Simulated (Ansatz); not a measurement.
Ag$_{4}$HO (slab)

```
Ag O H
1.0
     2.86690    0.00000    0.00000
     0.00000    2.86690    0.00000
     0.00000    0.00000   25.96162
Ag O H
4 1 1
Direct
  0.50000 0.50000 0.32741
  0.00000 0.00000 0.40549
  0.50037 0.50002 0.48345
  0.00070 0.99947 0.56063
  0.50078 0.00793 0.62336
  0.50092 0.68764 0.63758
```

Computed without spin polarisation.

Method: DFT PBEsol, scalar-relativistic, plane waves, PAW (Ansatz 0.2.0).

In a PAW calculation such maps are meaningful between the atoms, not at the nuclei.

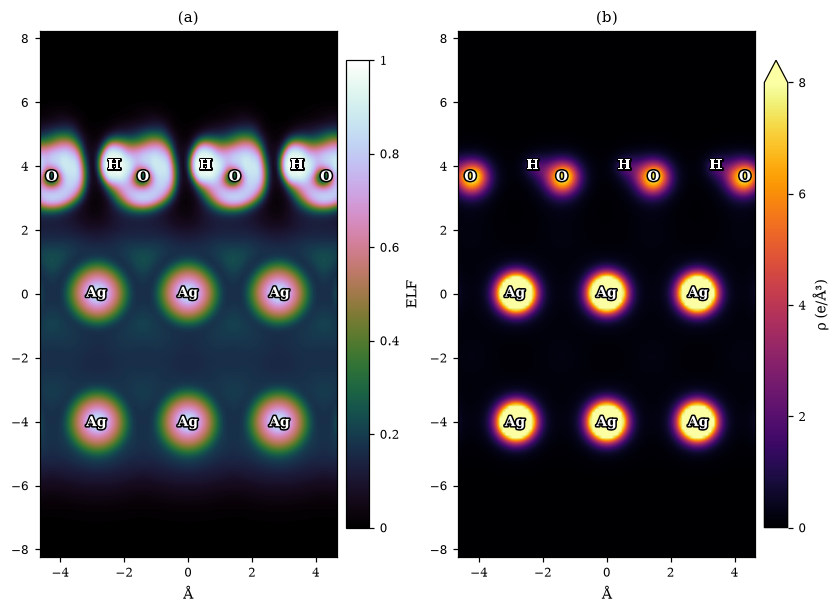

Figure 1. (a) electron localisation function; (b) valence charge density (pseudo) on the (100) plane of the calculation cell, a cut from vacuum to vacuum.

Describe what can be read from this map.

Atoms in the plane: Ag, O and H.
O–H (0.99 Å): ρ is about 3.7 e/Å³ halfway; the ELF climbs to about 1 towards the hydrogen, as it does in any bond to H; a covalent bond by its length.
The density dies away to nearly zero in the vacuum.
The features right at Ag lie inside the PAW spheres, where the map follows smoothed inner orbitals and isn't to be read closely.

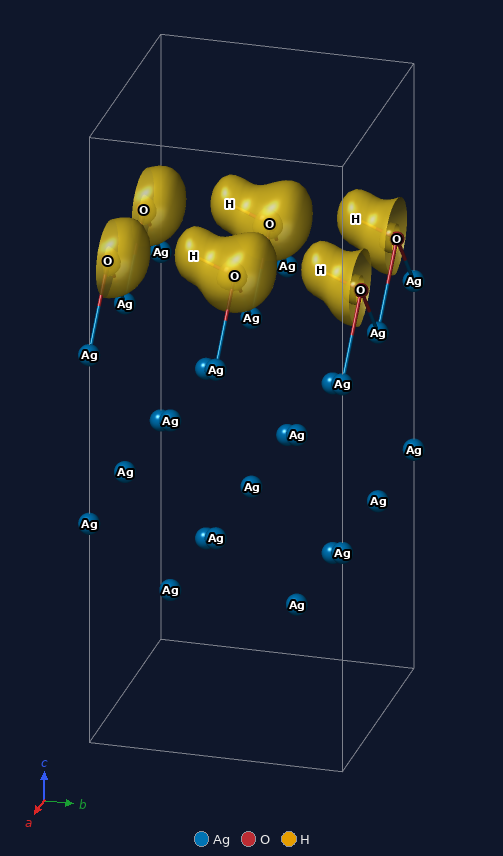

Figure 2. Isosurface of the ELF at 0.65 (yellow), seen at an oblique angle. Core shells and regions of very low density are left out. Sticks mark near contacts.

Identify the bonds, lone pairs and shells in this picture.

The surface consists of one joined region spread over several atoms (H, O), in which their bonds and any lone pairs are merged, counted in one cell of 6 atoms. Counts are for one cell; the picture repeats the cell along the surface.


 Ag–O (2.17 Å): the ELF peaks at about 0.85 in the valence shell of O, 0.6 Å from its nucleus, and drops to about 0.15 between the two atoms (no shared electron pair shows on this line).

Does the calculation give a band gap?

It is metallic or semimetallic at this level of theory: no gap opens.
